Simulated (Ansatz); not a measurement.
# Calculations on MoS2

## 1. Relaxation

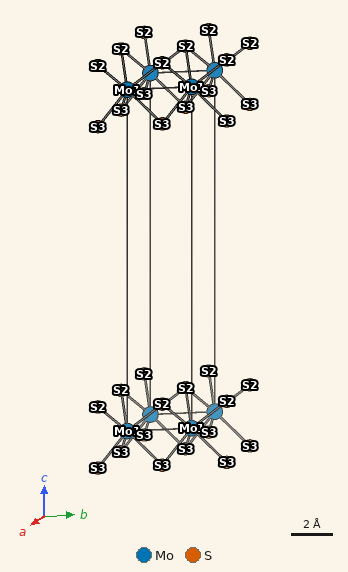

This is the input geometry for a relaxation of solid MoS2 (set up in P-6m2). Style: ball-and-stick. Shown: the cell of the calculation, slightly off an axis.

Theory: DFT PBE+D3(BJ), scalar-relativistic, plane waves, PAW in Ansatz.

Input file:
```yaml
crystal:
  lattice:
    - [3.1841260822, 0.0, 0.0]
    - [-1.5920630411, 2.757534076, 0.0]
    - [0.0, 0.0, 17.33459995]
  atoms:
    - { symbol: Mo, position: [0.0, 0.0, 0.0] }
    - { symbol: S, position: [0.33333333, 0.66666667, 0.08949298] }
    - { symbol: S, position: [0.33333333, 0.66666667, 0.91050702] }
basis:
  ecutwfc: 420
kpoints:
  mp_grid: { grid: [12, 12, 2] }
hamiltonian:
  xc: pbe
  dispersion: d3bj
scf:
  occupations: { method: gaussian, width: 0.02 }
output:
  forces: true
  stress: true
  eigenvalues: true
relax:
  adjacent_minimum: "off"
  f_tol: 0.005
  max_steps: 80
  cell: { stress_tol: 0.05 }
```

Run as
```bash
ansatz run input.yaml --threads 1 --pin off --max-ram 2560MiB --backend cpu --events-out ev --progress --plain --runs-dir out
```

Where does the relaxation end?

After 29 accepted moves (35 points after the start) the energy has fallen by 63.1 meV per atom. Largest force component: 0.12 eV/Å at the start, 0.00025 eV/Å at the end. Pressure: −0.40 GPa at the start and 0.04 GPa at the end. The line search rejected the trial steps at points 1, 7, 15, 16, 23 of the run. The SCF was repeated once at an unchanged geometry on a basis and grid sized afresh for the cell, which shifted the energy by 0.5 meV per atom at most. The largest moves relative to the cell, 0.97 Å, are those of S2 and S3. S3 goes along −c. Mo stays in place. The drawn cell changes as follows: a = b 3.184 → 3.148 Å (−1.1 %), c 17.335 → 6.685 Å (−61.4 %); the volume changes by −62.3 %. Among the contacts that change: Mo1–S2 2.405 → 2.400 Å. The space group stays P-6m2 (No. 187). The run took 93 s on 1 thread of AMD EPYC 9R45 96-Core Processor (Zen 5), on a shared host, peak memory 0.55 GiB.

Step by step:

| step | E − E(0), meV/atom | largest force component, eV/Å | pressure, GPa | volume, Å³/atom | note |
| --- | --- | --- | --- | --- | --- |
| 0 | 0.00 | 0.1158 | -0.40 | 50.735 |  |
| 1 | 0.13 | 0.2497 | 0.06 | 48.966 | rejected |
| 2 | -2.99 | 0.0010 | -0.06 | 49.859 |  |
| 3 | -3.03 | 0.0010 | 0.00 | 49.747 |  |
| 4 | -3.03 | 0.0001 | 0.00 | 49.730 |  |
| 5 | -3.19 | 0.0166 | -0.06 | 48.344 |  |
| 6 | -3.38 | 0.0329 | 0.03 | 46.740 |  |
| 7 | -3.14 | 0.1899 | 0.40 | 44.349 | rejected |
| 8 | -3.44 | 0.0290 | 0.07 | 46.308 |  |
| 9 | -3.57 | 0.0478 | 0.15 | 45.125 |  |
| 10 | -3.67 | 0.0822 | 0.22 | 44.043 |  |
| 11 | -3.80 | 0.0547 | 0.12 | 43.768 |  |
| 13 | -4.43 | 0.0551 | 0.07 | 40.569 |  |
| 14 | -4.99 | 0.0239 | 0.02 | 38.627 |  |
| 15 | -4.76 | 0.2535 | 0.61 | 36.191 | rejected |
| 17 | -5.17 | 0.0136 | -0.05 | 38.040 |  |
| 18 | -5.60 | 0.0102 | 0.03 | 36.801 |  |
| 19 | -6.09 | 0.1369 | 0.34 | 34.989 |  |
| 21 | -6.98 | 0.1302 | 0.16 | 33.471 |  |
| 22 | -9.33 | 0.0481 | -0.04 | 31.001 |  |
| 23 | -9.27 | 0.4619 | 1.43 | 28.443 | rejected |
| 24 | -10.31 | 0.0841 | -0.12 | 29.852 |  |
| 26 | -14.67 | 0.2065 | 0.28 | 27.279 |  |
| 27 | -18.91 | 0.3781 | 0.97 | 25.354 |  |
| 28 | -26.58 | 0.2026 | -0.34 | 24.080 |  |
| 30 | -44.83 | 0.0513 | 0.42 | 21.305 |  |
| 31 | -54.87 | 0.5310 | 1.86 | 20.011 |  |
| 32 | -61.97 | 0.3093 | 1.42 | 19.150 |  |
| 34 | -63.55 | 0.0003 | 0.04 | 19.129 |  |
| 35 | -63.06 | 0.0003 | 0.04 | 19.129 | same geometry, new basis |

After the run, drawn alike:

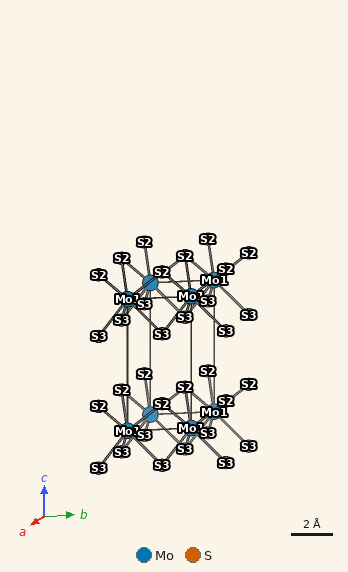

## 2. Relaxation

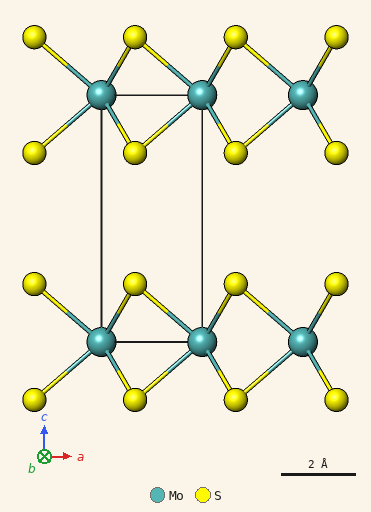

This is the input geometry for a relaxation of a crystal of MoS$_{2}$ (set up in P-6m2). A ball-and-stick model of the cell of the calculation, repeated 2 × 1 × 1 with one cell outlined, seen along the b axis.

Method: DFT PBE+D3(BJ), scalar-relativistic, plane waves, PAW in Ansatz 0.2.0.

Input file:
```yaml
crystal:
  lattice:
    - [3.1483971521, 0.0, 0.0]
    - [-1.5741985761, 2.726591915, 0.0]
    - [0.0, 0.0, 6.685047648]
  atoms:
    - { symbol: Mo, position: [0.0, 0.0, 0.0] }
    - { symbol: S, position: [0.3333333333, 0.6666666667, 0.2344789562] }
    - { symbol: S, position: [0.3333333333, 0.6666666667, 0.7655210438] }
basis:
  ecutwfc: 420
kpoints:
  mp_grid: { grid: [12, 12, 4] }
hamiltonian:
  xc: pbe
  dispersion: d3bj
scf:
  occupations: { method: gaussian, width: 0.02 }
output:
  forces: true
  stress: true
  eigenvalues: true
  write_density: true
  write_potential: true
  elf: true
  volumetric_format: npy
relax:
  adjacent_minimum: "off"
  f_tol: 0.005
  max_steps: 80
  cell: { stress_tol: 0.05 }
```

Run as
```bash
ansatz run input.yaml --threads 1 --pin off --max-ram 2560MiB --backend cpu --events-out ev --progress --plain --runs-dir out
```

### What does the optimiser find from here?

The largest moves relative to the cell, 0.008 Å, are those of S2 and S3. S3 goes along −c. Mo stays in place. The volume changes by −0.5 %, with a = b 3.148 → 3.150 Å (0.0 %), c 6.685 → 6.648 Å (−0.6 %). The space group stays P-6m2 (No. 187). Over 2 accepted moves (3 points after the start) the energy falls by 0.3 meV per cell of the calculation. The largest force component goes from 0.0059 to 0.0012 eV/Å. Pressure: −0.02 GPa at the start and −0.01 GPa at the end. The SCF was repeated once at an unchanged geometry on a basis and grid sized afresh for the cell, which shifted the energy by less than 0.05 meV per cell of the calculation at most.

## 3. Scan

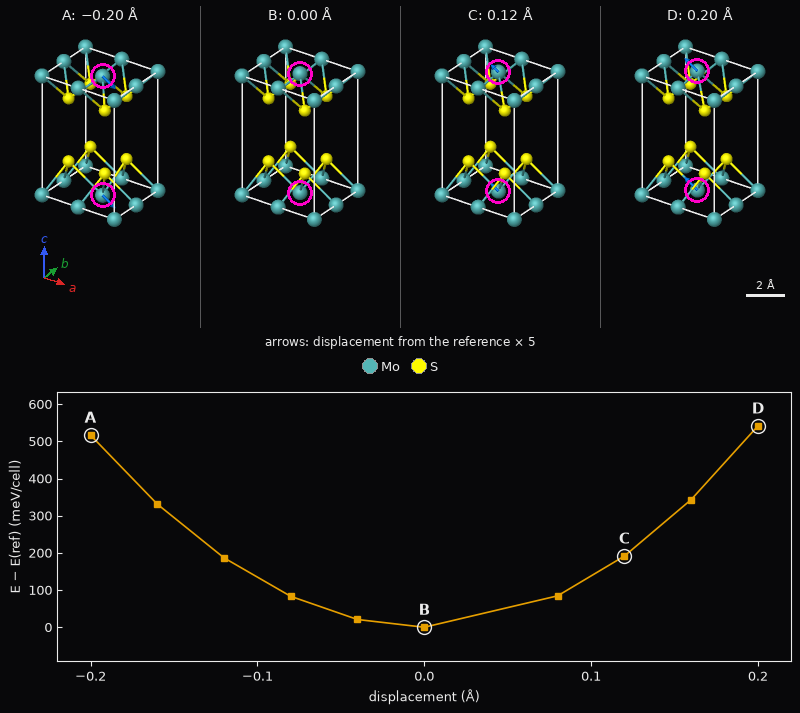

Solid MoS2 (P-6m2): a Mo atom (one in each cell of 12 atoms) is moved towards the nearest copy of atom 5 (S) at 2.400 Å, all else fixed. The lettered frames are marked on the plot. Style: ball-and-stick. Shown: the cell of the calculation, slightly off an axis. The ringed atoms are those of the scanned coordinate. Blue arrows: displacements from the reference.

These are results of Ansatz, DFT PBE+D3(BJ), scalar-relativistic, plane waves, PAW, not measurements. Settings: plane-wave cutoff 420 eV; k-point mesh 6 × 6 × 4; occupations gaussian; smearing width 0.05 eV; no spin polarisation. Energies (free energies at the smearing named) are counted from the relaxed crystal.

Read off the main features of the energy profile.

Answer. The lowest computed point lies at the displacement 0.00 Å (0 meV/cell). The end points stand at 517 meV/cell (−0.20 Å) and 541 meV/cell (0.20 Å). The curvature at zero is about 26 eV/Å². The well is nearly symmetric. At the highest point the shortest interatomic distance is 2.20 Å, against 2.40 Å in the reference. The distortion takes the space group from P-6m2 to Cm.

## 4. Scan

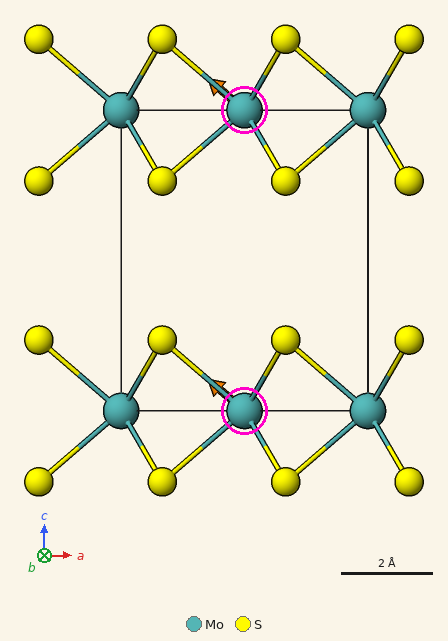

Solid MoS$_{2}$ (P-6m2): Mo1 (one in each cell of 12 atoms) is moved towards the nearest copy of atom 5 (S) at 2.400 Å, all else fixed. The picture shows the reference cell. The orange arrows give the direction of positive displacement. The ringed atoms are those of the scanned coordinate. A ball-and-stick model of the cell of the calculation, seen along the b axis.

The calculation used Ansatz, DFT PBE+D3(BJ), scalar-relativistic, plane waves, PAW. Settings: plane-wave cutoff 420 eV; k-point mesh 6 × 6 × 4; occupations gaussian; smearing width 0.05 eV; no spin polarisation. Energies (free energies at the smearing named) are counted from the relaxed crystal.

```
CELL_PARAMETERS angstrom
6.29945 0.00000 0.00000
-3.14972 5.45548 0.00000
0.00000 0.00000 6.64754
ATOMIC_POSITIONS crystal
Mo 0.50000 0.50000 0.00000
Mo 0.50000 0.00000 0.00000
Mo 0.00000 0.50000 0.00000
Mo 0.00000 0.00000 0.00000
S 0.16667 0.33333 0.23567
S 0.16667 0.83333 0.23567
S 0.66667 0.33333 0.23567
S 0.66667 0.83333 0.23567
S 0.16667 0.33333 0.76433
S 0.16667 0.83333 0.76433
S 0.66667 0.33333 0.76433
S 0.66667 0.83333 0.76433
```

Question: Give the energy at each point (the displacement: −0.3000, −0.2250, −0.1500, −0.0750, 0.0000, 0.0750, 0.1500, 0.2250, 0.2625, 0.3000 Å).

Answer:
```tsv
displacement (Å)	energy change (meV/cell)
−0.3000	1158
−0.2250	653
−0.1500	291
−0.0750	73
0.0000	0
0.0750	74
0.1500	301
0.2250	690
0.2625	950
0.3000	1257
```

The lowest computed point lies at the displacement 0.00 Å (0 meV/cell). The end points stand at 1158 meV/cell (−0.30 Å) and 1257 meV/cell (0.30 Å). The curvature at zero is about 26 eV/Å². The well is nearly symmetric. At the highest point the shortest interatomic distance is 2.10 Å, against 2.40 Å in the reference. The distortion takes the space group from P-6m2 to Cm.

As a plot:

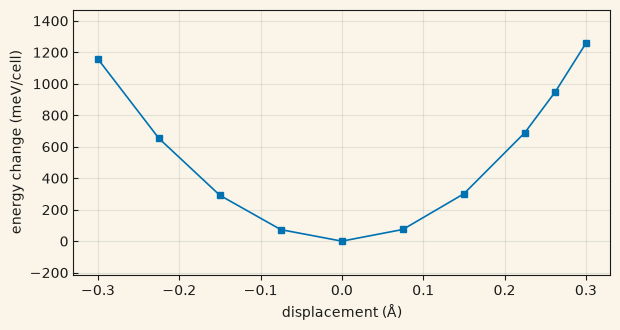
